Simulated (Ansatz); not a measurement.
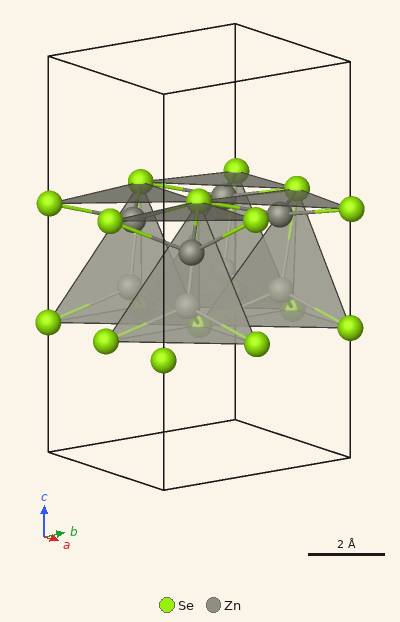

**Figure 1.** The structure (polyhedral view of the cell of the calculation, with the vacuum cut short, seen slightly off an axis; polyhedra are completed across the faces of the cell). An atom can appear more than once, as a periodic image.

**ZnSe: single-point calculation (part 1 of 2)**

- system: ZnSe (slab, 16 atoms in the cell)
- method: DFT PBE, scalar-relativistic, plane waves, PAW, no spin polarisation (Ansatz 0.2.0)

The structure derives from an entry of the Crystallography Open Database. It belongs to a series of runs on one base structure; here: the slab at its places in the relaxed adsorbed structure. Figures and captions count atoms from 1; the log counts them from 0 in places.

Input file:
```yaml
crystal:
  lattice:
    - [8.10604627, 0.0, 0.0]
    - [-4.053023135, 7.0200419941, 0.0]
    - [0.0, 0.0, 24.4085994152]
  atoms:
    - { symbol: Se, position: [0.5, 0.0, 0.3277533407] }
    - { symbol: Se, position: [0.5, 0.5, 0.3277533407] }
    - { symbol: Se, position: [0.0, 0.0, 0.3277533407] }
    - { symbol: Se, position: [0.0, 0.5, 0.3277533407] }
    - { symbol: Zn, position: [0.1666666667, 0.8333333333, 0.3616479476] }
    - { symbol: Zn, position: [0.1666666667, 0.3333333333, 0.3616479476] }
    - { symbol: Zn, position: [0.6666666667, 0.8333333333, 0.3616479476] }
    - { symbol: Zn, position: [0.6666666667, 0.3333333333, 0.3616479476] }
    - { symbol: Se, position: [0.7004101696, 0.8993723545, 0.471934732] }
    - { symbol: Se, position: [0.693744041, 0.3779362286, 0.4763232659] }
    - { symbol: Se, position: [0.1937168327, 0.887336931, 0.4705854417] }
    - { symbol: Se, position: [0.1853802025, 0.3801563239, 0.4763329289] }
    - { symbol: Zn, position: [0.3630422083, 0.7157965666, 0.4556063371] }
    - { symbol: Zn, position: [0.3640386593, 0.2286344833, 0.4476720025] }
    - { symbol: Zn, position: [0.8522217656, 0.7140912443, 0.4565149576] }
    - { symbol: Zn, position: [0.8665862526, 0.2318442945, 0.4324242596] }
basis:
  ecutwfc: 420
kpoints:
  mp_grid: { grid: [2, 2, 1] }
hamiltonian:
  xc: pbe
scf:
  occupations: { method: gaussian, width: 0.05 }
output:
  forces: true
  eigenvalues: true
  write_density: true
  volumetric_format: npy
efield:
  axis: 3
  dipole_correction: true
  ramp_width: 0.04
```

Launched with:
```bash
ansatz run input.yaml --threads 4 --pin off --max-ram 10240MiB --backend cpu --events-out ev --progress --plain --runs-dir out
```

The program's output:
```
Engine: ansatz 0.2.0, x86_64-unknown-linux-gnu
Pseudopotentials: kind: paw
Pseudopotential: Se, paw, valence charge 16, recommended cutoff 420 eV (normal), Se.paw.azcp
Pseudopotential: Zn, paw, valence charge 12, recommended cutoff 420 eV (normal), Zn.paw.azcp
Functional definition: PBE
  parameter kappa = 0.804
  parameter beta = 0.06672455060314922
  exchange = pbe_x(kappa = kappa, mu = beta*pi^2/3)
  correlation = pbe_c(beta = beta)
Crystal: 16 atoms, lattice volume = 1388.966 Å³
Basis set: ecut = 420 eV, 27159 PW (Γ), exchange–correlation on 120×120×360 points (8 copies of the dense FFT grid, shifted against one another)
Bands: 135, of which v1, the nominal top of the filled ones, is band 112 counted from 1 (111 counted from 0)
Symmetry: 1 space group operations
Space group: P1 (ITA 1), of the structure as read, at distance tolerance 1.1e-4 Å
k-points: 4
Non-local potential: Se, projectors of the file, l = 0: 2, l = 1: 2, l = 2: 3, l = 3: 1
Non-local potential: Zn, projectors of the file, l = 0: 2, l = 1: 2, l = 2: 3, l = 3: 1
PAW form: soft (Blöchl's): semilocal exchange-correlation on the pseudo side does not see the compensation charge
PAW one-centre angular grid: Se, 590 points (default); XC on 64 Gauss nodes
PAW one-centre angular grid: Zn, 590 points (default); XC on 64 Gauss nodes
Initial density: superposition of atomic densities (neutral atoms: chi_scale 0, normalization atom), corrected by the library's trained network
Initial wavefunctions: pseudopotential atomic-orbital guess
Functional: x = pbe(κ = 0.804, μ = 0.2195149727645171), c = pbe(β = 0.06672455060314922)
SCF iter   1: F=—  HF=-70312.424792 eV  |F-HF|=—  |Δ(HF+E_count)|=         —  Δρ=8.57e-4  dr2=2.39e-2  ethr=1.77e-3  p=0.331 e·Å  D=4.32e-2 V/Å  ΔV_dip=-1.05 eV  dr2_dipole=2.47e-4  V_vac-E_F(+/−)=4.45/5.51 eV  ⟨swp⟩=10.0  Hψ=2543  notcnv=0  defer=34
efield: sawtooth ramp at fractional position 0.8820 (placed from the atoms, in the widest stretch of the axis that holds none; the zero of the levels goes with the place), width 0.0400; the density the first Hamiltonian is built on has a dipole p = 0.331 e·Å; the dipole correction subtracts the counter field D = 4.32e-2 V/Å, which shifts the + side's vacuum level by -1.05 eV against the − side's; the planar-averaged density in the ramp window peaks in size at 6.0e-6 e/Å³
preconditioner: auto → Resta (q_TF=auto, 2.013 Å⁻¹)  ε∞=2.3  [insulator: Δε(μ)=0.927 eV  Ē_g=10.349 eV  σ=0.050 eV  W_gap=1.00  n_scr=200 (ndim 8)  ℏωp=12.0 eV  f_vac=0.714  D(μ)=0.00/eV (n_scr^D=0)  ε∞_Penn≈2.3  vacuum switching on, ρ_ref=7.8e-3 e/Å³]
SCF iter   2: F=—  HF=-70312.428273 eV  |F-HF|=—  |Δ(HF+E_count)|=   3.48e-3  Δρ=4.08e-4  dr2=7.87e-3  ethr=1.07e-5  p=0.360 e·Å  D=4.69e-2 V/Å  ΔV_dip=-1.15 eV  dr2_dipole=7.04e-4  V_vac-E_F(+/−)=4.47/5.61 eV  ⟨swp⟩=2.2  Hψ=926  notcnv=0  defer=68
SCF iter   3: F=—  HF=-70312.428062 eV  |F-HF|=—  |Δ(HF+E_count)|=   2.12e-4  Δρ=2.43e-4  dr2=1.24e-3  ethr=3.51e-6  p=0.348 e·Å  D=4.53e-2 V/Å  ΔV_dip=-1.11 eV  dr2_dipole=2.36e-4  V_vac-E_F(+/−)=4.50/5.61 eV  ⟨swp⟩=2.0  Hψ=645  notcnv=0  defer=68
SCF iter   4: F=—  HF=-70312.428648 eV  |F-HF|=—  |Δ(HF+E_count)|=   5.86e-4  Δρ=1.00e-4  dr2=3.57e-4  ethr=5.52e-7  p=0.364 e·Å  D=4.74e-2 V/Å  ΔV_dip=-1.16 eV  dr2_dipole=1.69e-5  V_vac-E_F(+/−)=4.48/5.64 eV  ⟨swp⟩=2.0  Hψ=756  notcnv=0  defer=68
SCF iter   5: F=—  HF=-70312.428948 eV  |F-HF|=—  |Δ(HF+E_count)|=   3.00e-4  Δρ=4.15e-5  dr2=5.16e-5  ethr=1.60e-7  p=0.365 e·Å  D=4.76e-2 V/Å  ΔV_dip=-1.16 eV  dr2_dipole=6.17e-6  V_vac-E_F(+/−)=4.49/5.65 eV  ⟨swp⟩=2.2  Hψ=561  notcnv=0  defer=68
SCF iter   6: F=—  HF=-70312.429146 eV  |F-HF|=—  |Δ(HF+E_count)|=   1.98e-4  Δρ=3.11e-5  dr2=1.04e-5  ethr=2.30e-8  p=0.368 e·Å  D=4.79e-2 V/Å  ΔV_dip=-1.17 eV  dr2_dipole=3.27e-7  V_vac-E_F(+/−)=4.49/5.66 eV  ⟨swp⟩=2.0  Hψ=724  notcnv=0  defer=68
SCF iter   7: F=—  HF=-70312.429146 eV  |F-HF|=—  |Δ(HF+E_count)|=   8.07e-8  Δρ=6.93e-6  dr2=1.19e-6  ethr=4.66e-9  p=0.368 e·Å  D=4.79e-2 V/Å  ΔV_dip=-1.17 eV  dr2_dipole=1.48e-7  V_vac-E_F(+/−)=4.49/5.66 eV  ⟨swp⟩=2.0  Hψ=725  notcnv=0  defer=68
SCF iter   8: F=-70312.429148 eV  HF=-70312.429148 eV  |F-HF|=1.81e-7  |Δ(HF+E_count)|=   1.21e-6  Δρ=1.83e-6  dr2=5.50e-8  ethr=4.46e-11  p=0.368 e·Å  D=4.79e-2 V/Å  ΔV_dip=-1.17 eV  dr2_dipole=4.44e-9  V_vac-E_F(+/−)=4.49/5.66 eV  ⟨swp⟩=19.8  Hψ=3507  notcnv=0
SCF 1 converged in 8 iterations: F = -70312.429148 eV  dr2 = 5.50e-8
  greatest PAW one-centre occupation: 1.000 electrons in one spin orbital (limit 2), on the Se atom at site 11 (counted from 0), in its partial waves of l = 2
SCF converged after 8 iterations
Free energy (F): -70312.429148 eV
Harris-Foulkes:  -70312.429148 eV  (|F-HF|=1.81e-7)
Internal energy: -70312.429148 eV  (E = F + TS)
E sigma→0 (E₀):  -70312.429148 eV
Fermi energy:    -1.796509 eV
Dipole field:    D = 0.047863 V/Å  (p = 0.367393 e·Å, saw-weighted, corrected)
Work function:   Φ+ = 4.4935 eV   Φ− = 5.6618 eV
Levels:          The Fermi level and band energies are counted from a zero that moves with the ramp; work functions are not
--- Per-component energies (eV) ---
  E_band       = -5113.604361
  E_kinetic    = 1987.343537
  E_local      = -229765.866266  (includes V_loc(G=0)·N_el)
  E_nonlocal   = 149.437484
  E_hartree    = 112568.886691
  E_xc         = -1923.790225
  E_vxc        = -1190.895153  (∫ρ·V_xc dr)
  E_paw        = -29917.776682  (= ΣΔE_a)
  E_vpaw       = -1431.284233  (= ΣTr[D̂ρ^β])
  E_aug_tail   = -0.007496  (compensation charges beyond the density's cutoff)
  E_efield     = 0.008792  (sawtooth field / dipole correction)
  E_vefield    = -0.107520  (∫n·V_field dr)
  E_ewald      = 76589.335017
  E_smearing   = -0.000000  (= −TS)
  E_closure    = 0.000000  (closes the sum)
  Σ components = -70312.429148   (vs F -70312.429148, Δ=0.00e0)
--- Forces (eV/Å), atoms counted from 1 ---
  atom   1  Se     0.04551872     0.03799299     0.35300110
  atom   2  Se    -0.00058133    -0.12169864     0.49950734
  atom   3  Se    -0.04477394     0.04767778     0.34517728
  atom   4  Se    -0.00059894    -0.22658440     0.51401291
  atom   5  Zn    -0.00733209     0.15591388    -0.28506624
  atom   6  Zn     0.22428421     0.00654108    -0.53680525
  atom   7  Zn     0.00791385     0.04046785    -0.38894744
  atom   8  Zn    -0.21924916     0.00700873    -0.52872602
  atom   9  Se    -0.02525014     0.01746725     0.00415320
  atom  10  Se     0.01304129     0.02142005     0.01368731
  atom  11  Se    -0.00632255    -0.01663741     0.02932623
  atom  12  Se     0.00508932    -0.00392838     0.00599663
  atom  13  Zn     0.00531236    -0.00220147     0.00293048
  atom  14  Zn    -0.01485828     0.03254554    -0.02299318
  atom  15  Zn     0.01925551    -0.00868097    -0.00663013
  atom  16  Zn    -0.00144930     0.01268057     0.00149382
  max |Σ_I F_I| component: 1.18e-4 eV/Å
--- Band table (eV) ---
  k-point 0: bands = ["-49.7506", "-49.7501", "-49.7462", "-49.7456", "-49.7437", "-49.7426", "-49.7311", "-49.7285", "-49.7283", "-49.7244", "-49.7118", "-49.7093", "-49.7074", "-49.7050", "-49.7034", "-49.6990", "-49.6936", "-49.6917", "-49.6914", "-49.6839", "-48.8982", "-48.8968", "-48.8704", "-48.8401", "-48.8387", "-48.7218", "-48.7210", "-48.6904", "-48.6796", "-48.6735", "-48.6182", "-48.6149", "-48.6122", "-48.6088", "-48.5820", "-48.5750", "-48.5661", "-48.5592", "-48.5587", "-48.5516", "-15.7076", "-15.1421", "-15.1214", "-15.1185", "-14.4576", "-14.0065", "-13.8632", "-13.8165", "-9.6279", "-9.6260", "-9.5651", "-9.5241", "-9.4843", "-9.4718", "-9.4466", "-9.4376", "-9.3923", "-9.3563", "-9.3425", "-9.3403", "-9.3292", "-9.3129", "-9.3100", "-9.2937", "-9.2879", "-9.1725", "-9.1577", "-9.1370", "-8.7273", "-8.7117", "-8.6741", "-8.6291", "-8.5958", "-8.5886", "-8.5377", "-8.5370", "-8.5346", "-8.5283", "-8.4409", "-8.4399", "-8.4308", "-8.3870", "-8.3753", "-8.3684", "-8.3330", "-8.2911", "-8.2776", "-8.2568", "-7.7076", "-7.5456", "-7.4846", "-6.8030", "-6.7616", "-6.6473", "-6.5063", "-4.8001", "-4.7174", "-4.6837", "-4.5852", "-4.3971", "-4.2716", "-3.5025", "-3.4842", "-3.4194", "-3.3775", "-3.3447", "-3.3119", "-3.2239", "-3.1460", "-2.9393", "-2.3326", "-2.2752", "-1.3178", "-0.8518", "-0.5791", "-0.3267", "-0.1096", "0.5335", "0.6935", "0.9120", "1.0996", "1.2415", "1.5210", "2.2219", "2.7070", "2.7228", "2.9107", "2.9568", "3.1679", "3.2608", "3.5136", "3.7706", "4.0198", "4.2508", "4.3400"]
```
